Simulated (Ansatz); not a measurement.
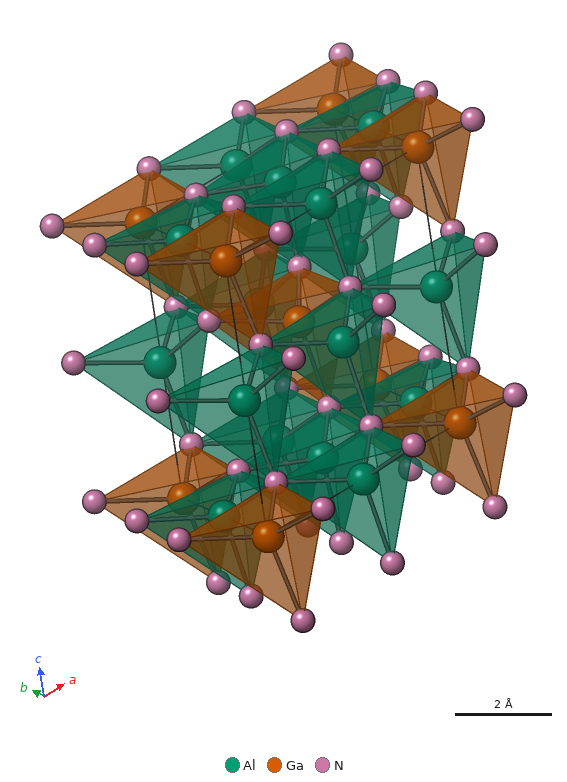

Figure 1. The structure as given in the input (polyhedral view of the cell of the calculation, seen slightly off an axis; polyhedra are completed across the faces of the cell).

Nudged elastic band, with input and output: Al5Ga2N8 (part 1 of 2)

System: Al5Ga2N8 (defect cell, 15 atoms in the cell).
Method: DFT PBEsol, scalar-relativistic, plane waves, PAW, no spin polarisation (Ansatz 0.2.0).

The structure derives from a Materials Project entry. The run did not end well. It belongs to a series of runs on one base structure; here: band between the two ends.

**Input**
```yaml
crystal:
  lattice:
    - [-4.4069948372, 4.4069948372, 0.0]
    - [0.0, 4.4069948372, -4.4069948372]
    - [-4.4069948372, 0.0, -4.4069948372]
  atoms:
    - { symbol: Al, position: [0.5, 0.0, 0.0] }
    - { symbol: Al, position: [0.5068494334, 0.4931505666, 0.0068494334] }
    - { symbol: Al, position: [-0.0068494334, 0.0068494334, 0.4931505666] }
    - { symbol: Al, position: [0.5068494334, 0.0068494334, 0.4931505666] }
    - { symbol: Al, position: [-0.0068494334, 0.4931505666, 0.0068494334] }
    - { symbol: Ga, position: [0.4970626, 0.5029374, 0.5029374] }
    - { symbol: Ga, position: [0.0029374, -0.0029374, -0.0029374] }
    - { symbol: "N", position: [0.6246764224, 0.1230481118, 0.6275990434] }
    - { symbol: "N", position: [0.1433744075, 0.6215404898, 0.0917106952] }
    - { symbol: "N", position: [0.5917106952, 0.6433744075, 0.6433744075] }
    - { symbol: "N", position: [0.1275990434, 0.1246764224, 0.1246764224] }
    - { symbol: "N", position: [0.1215404898, 0.6433744075, 0.6433744075] }
    - { symbol: "N", position: [0.6230481118, 0.1246764224, 0.1246764224] }
    - { symbol: "N", position: [0.6246764224, 0.6275990434, 0.1230481118] }
    - { symbol: "N", position: [0.1433744075, 0.0917106952, 0.6215404898] }
basis:
  ecutwfc: 420
kpoints:
  mp_grid: { grid: [4, 4, 4] }
hamiltonian:
  xc: pbesol
scf:
  occupations: { method: gaussian, width: 0.05 }
output:
  forces: true
neb:
  images: 7
  f_tol: 0.05
  max_iterations: 5
  order_check: false
  final_atoms:
    - { symbol: Al, position: [0.4931505344, 0.0068494656, -0.0068494656] }
    - { symbol: Al, position: [0.0068494656, 0.4931505344, 0.5068494656] }
    - { symbol: Al, position: [0.0, 0.0, 0.5] }
    - { symbol: Al, position: [0.4931505344, 0.0068494656, 0.5068494656] }
    - { symbol: Al, position: [0.0068494656, 0.4931505344, -0.0068494656] }
    - { symbol: Ga, position: [0.5029373365, 0.5029373365, 0.4970626635] }
    - { symbol: Ga, position: [-0.0029373365, -0.0029373365, 0.0029373365] }
    - { symbol: "N", position: [0.6275990864, 0.1230480651, 0.6246764242] }
    - { symbol: "N", position: [0.0917105752, 0.6215405806, 0.1433744221] }
    - { symbol: "N", position: [0.6433744221, 0.6433744221, 0.5917105752] }
    - { symbol: "N", position: [0.1246764242, 0.1246764242, 0.1275990864] }
    - { symbol: "N", position: [0.1230480651, 0.6275990864, 0.6246764242] }
    - { symbol: "N", position: [0.6215405806, 0.0917105752, 0.1433744221] }
    - { symbol: "N", position: [0.6433744221, 0.6433744221, 0.1215405806] }
    - { symbol: "N", position: [0.1246764242, 0.1246764242, 0.6230480651] }
```

Hardware: 4 threads of Arm Neoverse V1, 24 GiB of memory available, shared host.

Launched with:
```bash
ansatz run input.yaml --threads 4 --pin off --max-ram 9216MiB --backend cpu --events-out ev --progress --plain --runs-dir out
```

**The program's output**
```
Warning: neb: disabling space-group detection — the band's intermediate images generally break the endpoint symmetry, so no spatial operation reduces the k-mesh or symmetrises the density, except that a semilocal band can use its path's symmetry ahead of convergence; time reversal is kept, so that k and −k are solved as one point where they differ and the mesh holds both, and exact exchange and, on two spinor components, a DFT+U term hold to it where the run has them: on two components no moment then forms, and a state that bears one, which a typed moment (crystal.atoms[].spin; refused beside efield: under a hybrid functional) reaches, can lie lower, under hf by electronvolts; crystal.symmetry.detect: false (a key that needs symmetry detection or time reversal refuses this as the deck is read) with time_reversal: false beside it drops time reversal too
Engine: ansatz 0.2.0, aarch64-unknown-linux-gnu
Pseudopotentials: kind: paw
Pseudopotential: Al, paw, valence charge 3, recommended cutoff 420 eV (normal), Al.paw.azcp
Pseudopotential: Ga, paw, valence charge 13, recommended cutoff 420 eV (normal), Ga.paw.azcp
Pseudopotential: N, paw, valence charge 5, recommended cutoff 420 eV (normal), N.paw.azcp
Functional definition: PBEsol
  exchange = pbesol_x
  correlation = pbesol_c
parallel-image band execution: 4 concurrent image workers
NEB image 0
Crystal: 15 atoms, lattice volume = 171.182 Å³
Basis set: ecut = 420 eV, 3383 PW (Γ), exchange–correlation on 90×90×90 points (8 copies of the dense FFT grid, shifted against one another)
Bands: 56, of which v1, the nominal top of the filled ones, is band 41 counted from 1 (40 counted from 0)
Symmetry: 1 space group operations
k-points: 36 of 64 (time reversal used)
Non-local potential: Al, projectors of the file, l = 0: 2, l = 1: 2, l = 2: 1
Non-local potential: Ga, projectors of the file, l = 0: 2, l = 1: 2, l = 2: 3, l = 3: 1
Non-local potential: N, projectors of the file, l = 0: 2, l = 1: 2, l = 2: 1
PAW form: soft (Blöchl's): semilocal exchange-correlation on the pseudo side does not see the compensation charge
PAW frozen core: Al, regenerated for the run's functional, and the local potential with it (the file was generated under x = pbe(κ = 0.804, μ = 0.2195149727645171), c = pbe(β = 0.06672455060314922))
PAW frozen core: Ga, regenerated for the run's functional, and the local potential with it (the file was generated under x = pbe(κ = 0.804, μ = 0.2195149727645171), c = pbe(β = 0.06672455060314922))
PAW frozen core: N, regenerated for the run's functional, and the local potential with it (the file was generated under x = pbe(κ = 0.804, μ = 0.2195149727645171), c = pbe(β = 0.06672455060314922))
PAW one-centre angular grid: Al, 110 points (default); XC on 64 Gauss nodes
PAW one-centre angular grid: Ga, 590 points (default); XC on 64 Gauss nodes
PAW one-centre angular grid: N, 110 points (default); XC on 64 Gauss nodes
Initial density: superposition of atomic densities (neutral atoms: chi_scale 0, normalization atom), corrected by the library's trained network
Initial wavefunctions: pseudopotential atomic-orbital guess
Functional: x = pbesol(κ = 0.804, μ = 0.12345679012345678), c = pbesol(β = 0.046)
SCF iter   1: F=—  HF=-13147.385431 eV  |F-HF|=—  |Δ(HF+E_count)|=         —  Δρ=1.12e-2  dr2=1.77e-1  ethr=1.77e-3  ⟨swp⟩=6.2  Hψ=8920  notcnv=0  defer=188
preconditioner: auto → Resta (q_TF=auto, 2.408 Å⁻¹)  ε∞=4.2  [insulator: Δε(μ)=0.050 eV  Ē_g=14.169 eV  σ=0.050 eV  W_gap=0.51  n_scr=50 (ndim 8)  ℏωp=25.5 eV  f_vac=0.000  D(μ)=6.45/eV (n_scr^D=58)  ε∞_Penn≈4.2]
SCF iter   2: F=—  HF=-13147.338118 eV  |F-HF|=—  |Δ(HF+E_count)|=   4.73e-2  Δρ=3.94e-3  dr2=2.32e-2  ethr=2.18e-4  ⟨swp⟩=2.8  Hψ=3426  notcnv=0  defer=268
SCF iter   3: F=—  HF=-13147.331769 eV  |F-HF|=—  |Δ(HF+E_count)|=   6.35e-3  Δρ=8.27e-4  dr2=7.77e-4  ethr=2.87e-5  ⟨swp⟩=2.0  Hψ=2672  notcnv=0  defer=268
SCF iter   4: F=—  HF=-13147.331661 eV  |F-HF|=—  |Δ(HF+E_count)|=   1.08e-4  Δρ=3.16e-4  dr2=1.65e-4  ethr=9.59e-7  ⟨swp⟩=2.4  Hψ=2940  notcnv=0  defer=268
SCF iter   5: F=—  HF=-13147.331551 eV  |F-HF|=—  |Δ(HF+E_count)|=   1.10e-4  Δρ=9.68e-5  dr2=1.40e-5  ethr=2.04e-7  ⟨swp⟩=2.0  Hψ=3125  notcnv=0  defer=268
SCF iter   6: F=—  HF=-13147.331635 eV  |F-HF|=—  |Δ(HF+E_count)|=   8.38e-5  Δρ=2.30e-5  dr2=8.31e-7  ethr=1.73e-8  ⟨swp⟩=2.1  Hψ=2549  notcnv=0  defer=268
SCF iter   7: F=-13147.331635 eV  HF=-13147.331635 eV  |F-HF|=4.15e-9  |Δ(HF+E_count)|=   5.69e-8  Δρ=6.42e-6  dr2=6.79e-8  ethr=1.23e-10  ⟨swp⟩=4.0  Hψ=6468  notcnv=0
SCF 1 converged in 7 iterations: F = -13147.331635 eV  dr2 = 6.79e-8
  greatest PAW one-centre occupation: 0.996 electrons in one spin orbital (limit 2), on the Ga atom at site 6 (counted from 0), in its partial waves of l = 2
NSCF: frozen V_eff on 36 k-points
NEB image 8
SCF iter   1: F=—  HF=-13147.385437 eV  |F-HF|=—  |Δ(HF+E_count)|=         —  Δρ=1.12e-2  dr2=1.77e-1  ethr=1.77e-3  ⟨swp⟩=6.2  Hψ=8854  notcnv=0  defer=185
preconditioner: auto → Resta (q_TF=auto, 2.408 Å⁻¹)  ε∞=4.3  [insulator: Δε(μ)=0.050 eV  Ē_g=14.168 eV  σ=0.050 eV  W_gap=0.51  n_scr=50 (ndim 8)  ℏωp=25.5 eV  f_vac=0.000  D(μ)=6.45/eV (n_scr^D=58)  ε∞_Penn≈4.3]
SCF iter   2: F=—  HF=-13147.338126 eV  |F-HF|=—  |Δ(HF+E_count)|=   4.73e-2  Δρ=3.94e-3  dr2=2.32e-2  ethr=2.18e-4  ⟨swp⟩=2.8  Hψ=3485  notcnv=0  defer=268
SCF iter   3: F=—  HF=-13147.331762 eV  |F-HF|=—  |Δ(HF+E_count)|=   6.36e-3  Δρ=8.23e-4  dr2=7.72e-4  ethr=2.86e-5  ⟨swp⟩=2.0  Hψ=2686  notcnv=0  defer=268
SCF iter   4: F=—  HF=-13147.331661 eV  |F-HF|=—  |Δ(HF+E_count)|=   1.01e-4  Δρ=3.14e-4  dr2=1.62e-4  ethr=9.53e-7  ⟨swp⟩=2.4  Hψ=2918  notcnv=0  defer=268
SCF iter   5: F=—  HF=-13147.331550 eV  |F-HF|=—  |Δ(HF+E_count)|=   1.12e-4  Δρ=9.63e-5  dr2=1.39e-5  ethr=2.00e-7  ⟨swp⟩=2.0  Hψ=3134  notcnv=0  defer=268
SCF iter   6: F=—  HF=-13147.331635 eV  |F-HF|=—  |Δ(HF+E_count)|=   8.51e-5  Δρ=2.27e-5  dr2=8.26e-7  ethr=1.72e-8  ⟨swp⟩=2.0  Hψ=2545  notcnv=0  defer=268
SCF iter   7: F=-13147.331635 eV  HF=-13147.331635 eV  |F-HF|=6.02e-9  |Δ(HF+E_count)|=   4.40e-8  Δρ=6.30e-6  dr2=6.62e-8  ethr=1.23e-10  ⟨swp⟩=4.0  Hψ=6467  notcnv=0
SCF 2 converged in 7 iterations: F = -13147.331635 eV  dr2 = 6.62e-8
[... from here on the iterations of each SCF are left out, up to the last one ...]
NSCF: frozen V_eff on 36 k-points
NEB end point (image 0): max|allowed force component| = 8.673e-3 eV/Å (the criterion of neb.relax_end_points is 1.000e-2)
NEB end point (image 8): max|allowed force component| = 8.630e-3 eV/Å (the criterion of neb.relax_end_points is 1.000e-2)
NEB image 1
preconditioner: auto → Kerker (q_TF=auto, 2.408 Å⁻¹)  [metal: Δε(μ)=0.003 eV  Ē_g=14.127 eV  σ=0.050 eV  W_gap=0.04  n_scr=50 (ndim 8)  ℏωp=25.5 eV  f_vac=0.000  D(μ)=7.39/eV (n_scr^D=58)]
SCF 3 converged in 10 iterations: F = -13146.071527 eV  dr2 = 5.20e-8
NEB image 2
preconditioner: auto → Kerker (q_TF=auto, 2.408 Å⁻¹)  [metal: Δε(μ)=0.020 eV  Ē_g=14.008 eV  σ=0.050 eV  W_gap=0.21  n_scr=50 (ndim 8)  ℏωp=25.5 eV  f_vac=0.000  D(μ)=6.40/eV (n_scr^D=58)]
SCF 4 converged in 10 iterations: F = -13142.306554 eV  dr2 = 5.88e-8
NEB image 3
preconditioner: auto → Kerker (q_TF=auto, 2.408 Å⁻¹)  [metal: Δε(μ)=0.020 eV  Ē_g=13.922 eV  σ=0.050 eV  W_gap=0.22  n_scr=50 (ndim 8)  ℏωp=25.5 eV  f_vac=0.000  D(μ)=5.72/eV (n_scr^D=50)]
SCF 5 converged in 10 iterations: F = -13136.981194 eV  dr2 = 8.67e-8
NEB image 4
preconditioner: auto → Kerker (q_TF=auto, 2.408 Å⁻¹)  [metal: Δε(μ)=0.040 eV  Ē_g=13.878 eV  σ=0.050 eV  W_gap=0.38  n_scr=50 (ndim 8)  ℏωp=25.5 eV  f_vac=0.000  D(μ)=6.03/eV (n_scr^D=58)]
SCF 6 converged in 10 iterations: F = -13134.182456 eV  dr2 = 7.42e-8
NEB image 5
preconditioner: auto → Kerker (q_TF=auto, 2.408 Å⁻¹)  [metal: Δε(μ)=0.020 eV  Ē_g=13.921 eV  σ=0.050 eV  W_gap=0.22  n_scr=50 (ndim 8)  ℏωp=25.5 eV  f_vac=0.000  D(μ)=5.72/eV (n_scr^D=50)]
SCF 7 converged in 10 iterations: F = -13136.981198 eV  dr2 = 8.63e-8
NEB image 6
SCF 8 converged in 10 iterations: F = -13142.306558 eV  dr2 = 5.78e-8
NEB image 7
SCF 9 converged in 10 iterations: F = -13146.071529 eV  dr2 = 5.11e-8
NEB iter   1: max|band force component| = 5.401e1 eV/Å  barrier→ = 13.1492 eV  barrier← = 13.1492 eV  Δτ_max = 0.1408 Å  (84 SCF iters)
NEB image 1
Initial density: handed on by an earlier stage of this run
Initial wavefunctions: those handed on with the density
preconditioner: auto → Kerker (q_TF=auto, 2.408 Å⁻¹)  [metal: Δε(μ)=0.023 eV  Ē_g=14.180 eV  σ=0.050 eV  W_gap=0.25  n_scr=50 (ndim 8)  ℏωp=25.5 eV  f_vac=0.001  D(μ)=6.23/eV (n_scr^D=58)]
SCF 10 converged in 11 iterations: F = -13146.693738 eV  dr2 = 1.04e-8
NEB image 2
preconditioner: auto → Kerker (q_TF=auto, 2.408 Å⁻¹)  [metal: Δε(μ)=0.040 eV  Ē_g=14.066 eV  σ=0.050 eV  W_gap=0.38  n_scr=50 (ndim 8)  ℏωp=25.5 eV  f_vac=0.000  D(μ)=5.77/eV (n_scr^D=58)]
SCF 11 converged in 11 iterations: F = -13144.774303 eV  dr2 = 4.23e-8
NEB image 3
preconditioner: auto → Kerker (q_TF=auto, 2.408 Å⁻¹)  [metal: Δε(μ)=0.021 eV  Ē_g=14.002 eV  σ=0.050 eV  W_gap=0.23  n_scr=50 (ndim 8)  ℏωp=25.5 eV  f_vac=0.000  D(μ)=6.38/eV (n_scr^D=58)]
SCF 12 converged in 12 iterations: F = -13142.794679 eV  dr2 = 2.61e-8
NEB image 4
preconditioner: auto → Kerker (q_TF=auto, 2.408 Å⁻¹)  [metal: Δε(μ)=0.025 eV  Ē_g=13.976 eV  σ=0.050 eV  W_gap=0.27  n_scr=50 (ndim 8)  ℏωp=25.5 eV  f_vac=0.000  D(μ)=9.92/eV (n_scr^D=112)]
SCF 13 converged in 11 iterations: F = -13141.947857 eV  dr2 = 8.87e-8
NEB image 5
preconditioner: auto → Kerker (q_TF=auto, 2.408 Å⁻¹)  [metal: Δε(μ)=0.021 eV  Ē_g=14.001 eV  σ=0.050 eV  W_gap=0.23  n_scr=50 (ndim 8)  ℏωp=25.5 eV  f_vac=0.000  D(μ)=6.38/eV (n_scr^D=58)]
SCF 14 converged in 12 iterations: F = -13142.794680 eV  dr2 = 2.61e-8
NEB image 6
SCF 15 converged in 11 iterations: F = -13144.774304 eV  dr2 = 4.22e-8
NEB image 7
SCF 16 converged in 11 iterations: F = -13146.693738 eV  dr2 = 1.04e-8
NEB iter   2: max|band force component| = 1.768e1 eV/Å  barrier→ = 5.3838 eV  barrier← = 5.3838 eV  Δτ_max = 0.1338 Å  (79 SCF iters)
[... from here on the SCF iterations and repeated set-up lines of each step are left out, up to the last step ...]
NEB image 1
SCF 17 converged in 11 iterations: F = -13147.080721 eV  dr2 = 3.74e-8
NEB image 2
SCF 18 converged in 11 iterations: F = -13145.892111 eV  dr2 = 4.53e-8
NEB image 3
SCF 19 converged in 11 iterations: F = -13144.416949 eV  dr2 = 2.54e-8
NEB image 4
SCF 20 converged in 11 iterations: F = -13143.697026 eV  dr2 = 2.30e-8
NEB image 5
SCF 21 converged in 11 iterations: F = -13144.416949 eV  dr2 = 2.54e-8
NEB image 6
SCF 22 converged in 11 iterations: F = -13145.892111 eV  dr2 = 4.53e-8
NEB image 7
SCF 23 converged in 11 iterations: F = -13147.080721 eV  dr2 = 3.78e-8
NEB iter   3: max|band force component| = 9.575e0 eV/Å  barrier→ = 3.6346 eV  barrier← = 3.6346 eV  Δτ_max = 0.0820 Å  (77 SCF iters)
NEB image 1
SCF 24 converged in 9 iterations: F = -13147.089876 eV  dr2 = 4.19e-8
NEB image 2
SCF 25 converged in 11 iterations: F = -13146.054018 eV  dr2 = 1.02e-8
NEB image 3
SCF 26 converged in 10 iterations: F = -13144.968134 eV  dr2 = 3.16e-8
NEB image 4
SCF 27 converged in 11 iterations: F = -13144.558078 eV  dr2 = 9.76e-9
NEB image 5
SCF 28 converged in 10 iterations: F = -13144.968133 eV  dr2 = 3.20e-8
NEB image 6
SCF 29 converged in 11 iterations: F = -13146.054017 eV  dr2 = 1.02e-8
NEB image 7
SCF 30 converged in 9 iterations: F = -13147.089876 eV  dr2 = 4.19e-8
NEB iter   4: max|band force component| = 4.265e0 eV/Å  barrier→ = 2.7736 eV  barrier← = 2.7736 eV  Δτ_max = 0.0428 Å  (71 SCF iters)
NEB image 1
preconditioner: auto → Kerker (q_TF=auto, 2.408 Å⁻¹)  [metal: Δε(μ)=0.026 eV  Ē_g=14.154 eV  σ=0.050 eV  W_gap=0.29  n_scr=50 (ndim 8)  ℏωp=25.5 eV  f_vac=0.001  D(μ)=6.63/eV (n_scr^D=58)]
SCF 31 converged in 9 iterations: F = -13147.096531 eV  dr2 = 7.86e-8
NEB image 2
preconditioner: auto → Kerker (q_TF=auto, 2.408 Å⁻¹)  [metal: Δε(μ)=0.012 eV  Ē_g=13.985 eV  σ=0.050 eV  W_gap=0.13  n_scr=50 (ndim 8)  ℏωp=25.5 eV  f_vac=0.000  D(μ)=6.90/eV (n_scr^D=58)]
SCF 32 converged in 9 iterations: F = -13146.123099 eV  dr2 = 6.30e-8
NEB image 3
preconditioner: auto → Kerker (q_TF=auto, 2.408 Å⁻¹)  [metal: Δε(μ)=0.016 eV  Ē_g=13.883 eV  σ=0.050 eV  W_gap=0.18  n_scr=50 (ndim 8)  ℏωp=25.5 eV  f_vac=0.000  D(μ)=7.75/eV (n_scr^D=64)]
SCF 33 converged in 9 iterations: F = -13145.113082 eV  dr2 = 3.56e-8
NEB image 4
preconditioner: auto → Kerker (q_TF=auto, 2.408 Å⁻¹)  [metal: Δε(μ)=0.002 eV  Ē_g=13.827 eV  σ=0.050 eV  W_gap=0.03  n_scr=50 (ndim 8)  ℏωp=25.5 eV  f_vac=0.000  D(μ)=10.11/eV (n_scr^D=112)]
SCF 34 converged in 10 iterations: F = -13144.768315 eV  dr2 = 2.61e-8
NEB image 5
SCF 35 converged in 9 iterations: F = -13145.113080 eV  dr2 = 3.52e-8
NEB image 6
SCF 36 converged in 9 iterations: F = -13146.123096 eV  dr2 = 6.31e-8
NEB image 7
iter 1 solved again at ethr=2.17e-4 eV; its pass at ethr=3.10e-3 eV (dr2=1.75e-1 eV) is discarded
SCF iter   1: F=—  HF=-13147.110608 eV  |F-HF|=—  |Δ(HF+E_count)|=         —  Δρ=8.82e-3  dr2=1.76e-1  ethr=2.17e-4  ⟨swp⟩=2.8  Hψ=6849  notcnv=0
SCF iter   2: F=—  HF=-13147.098838 eV  |F-HF|=—  |Δ(HF+E_count)|=   1.18e-2  Δρ=2.88e-3  dr2=2.36e-2  ethr=2.17e-4  ⟨swp⟩=1.1  Hψ=2019  notcnv=0
SCF iter   3: F=—  HF=-13147.096890 eV  |F-HF|=—  |Δ(HF+E_count)|=   1.95e-3  Δρ=1.22e-3  dr2=2.30e-3  ethr=2.92e-5  ⟨swp⟩=1.0  Hψ=2016  notcnv=0
SCF iter   4: F=—  HF=-13147.096472 eV  |F-HF|=—  |Δ(HF+E_count)|=   4.18e-4  Δρ=2.87e-4  dr2=2.49e-4  ethr=2.84e-6  ⟨swp⟩=2.3  Hψ=3386  notcnv=0
SCF iter   5: F=—  HF=-13147.096453 eV  |F-HF|=—  |Δ(HF+E_count)|=   1.88e-5  Δρ=1.13e-4  dr2=2.80e-5  ethr=3.07e-7  ⟨swp⟩=2.0  Hψ=2406  notcnv=0
SCF iter   6: F=—  HF=-13147.096534 eV  |F-HF|=—  |Δ(HF+E_count)|=   8.10e-5  Δρ=6.90e-5  dr2=8.97e-6  ethr=3.46e-8  ⟨swp⟩=2.8  Hψ=3822  notcnv=0
SCF iter   7: F=—  HF=-13147.096532 eV  |F-HF|=—  |Δ(HF+E_count)|=   2.29e-6  Δρ=2.46e-5  dr2=2.28e-6  ethr=1.11e-8  ⟨swp⟩=2.0  Hψ=2600  notcnv=0
SCF iter   8: F=—  HF=-13147.096531 eV  |F-HF|=—  |Δ(HF+E_count)|=   6.76e-7  Δρ=1.40e-5  dr2=4.54e-7  ethr=2.81e-9  ⟨swp⟩=2.6  Hψ=3496  notcnv=0
SCF iter   9: F=-13147.096531 eV  HF=-13147.096531 eV  |F-HF|=6.03e-8  |Δ(HF+E_count)|=   7.13e-8  Δρ=6.07e-6  dr2=7.85e-8  ethr=1.23e-10  ⟨swp⟩=4.0  Hψ=6152  notcnv=0
SCF 37 converged in 9 iterations: F = -13147.096531 eV  dr2 = 7.85e-8
NEB iter   5: max|band force component| = 2.183e0 eV/Å  barrier→ = 2.5633 eV  barrier← = 2.5633 eV  Δτ_max = 0.0364 Å  (64 SCF iters)
```

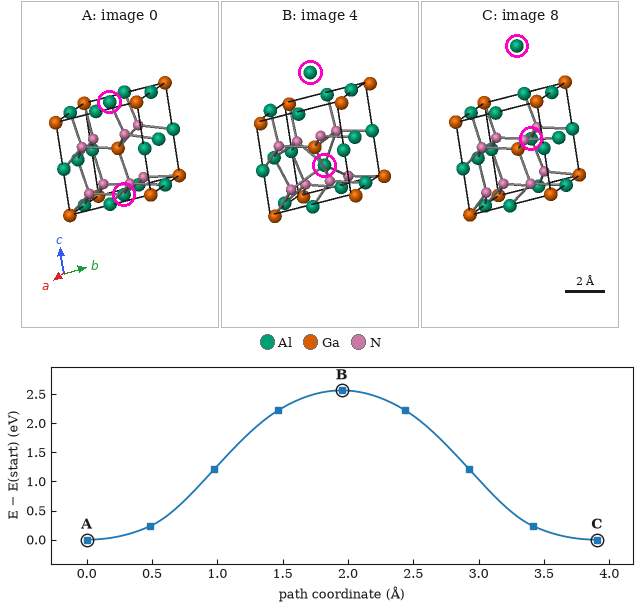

Figure 2. Images of the last band (counted from 0; ball-and-stick, reduced simulation cell, seen slightly off an axis), with the moving atom and its periodic copies ringed, above the energy along the path; the line is a cubic interpolation that uses the forces. The highest image is number 4, 2.563 eV above the start and 2.563 eV above the end; start and end have the same energy. The path is 3.90 Å long, and Al2 moves most (3.12 Å). The band had not converged after 5 iterations.

```
Step failed. What follows is not a result of the run: it is the report of the last solve that finished, which converged after 9 SCF iterations.
Free energy (F): -13147.096531 eV
Harris-Foulkes:  -13147.096531 eV  (|F-HF|=6.03e-8)
Internal energy: -13147.087094 eV  (E = F + TS)
E sigma→0 (E₀):  -13147.091813 eV
Entropy (-TS):   -0.009437 eV (-0.629 meV/atom)
Fermi energy:    6.917895 eV
--- Per-component energies (eV) ---
  E_band       = -59.160699
  E_kinetic    = 1404.245127
  E_local      = -6398.768644  (includes V_loc(G=0)·N_el)
  E_nonlocal   = 1278.163798
  E_hartree    = 2768.514485
  E_xc         = -812.326404
  E_vxc        = -872.861742  (∫ρ·V_xc dr)
  E_paw        = -7161.138729  (= ΣΔE_a)
  E_vpaw       = -1006.968435  (= ΣTr[D̂ρ^β])
  E_aug_tail   = 0.000598  (compensation charges beyond the density's cutoff)
  E_ewald      = -4227.823766
  E_core_change = 2.046441  (= ΣΔE_core)
  E_smearing   = -0.009437  (= −TS)
  E_closure    = 0.000000  (closes the sum)
  Σ components = -13147.096531   (vs F -13147.096531, Δ=0.00e0)
```
